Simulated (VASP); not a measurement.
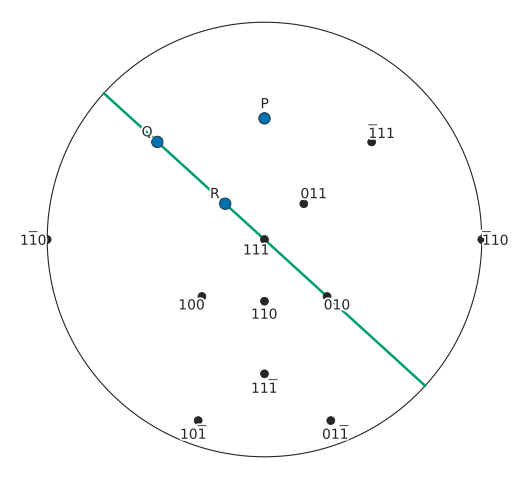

Crystal: Ti₃Al, an entry of the Crystallography Open Database, as set up for an electronic-structure calculation. Stereographic projection of plane normals (upper hemisphere) centred on (1 1 1). All values are computed from the atomic coordinates in the standard setting (tolerance 0.002 Å).

a = 5.764 Å, b = 5.764 Å, c = 4.664 Å, α = 90.00°, β = 90.00°, γ = 120.00°.

**Index the poles marked P, Q, R.**

P is (0 0 1), in four indices (0 0 0 1), 58.3° from the centre; Q is (1 −1 1), in four indices (1 −1 0 1), 67.4° from the centre; R is (1 0 1), in four indices (1 0 −1 1), 27.5° from the centre.

**Which zone does the coloured great circle trace?**

The zone [1 0 −1]: its poles satisfy h − l = 0.

**What is the angle between the normals of (1 −1 1) and (1 1 1), and what are their d_hkl = 1/|g|?**

67.4°; d = 3.408 Å and 2.452 Å.
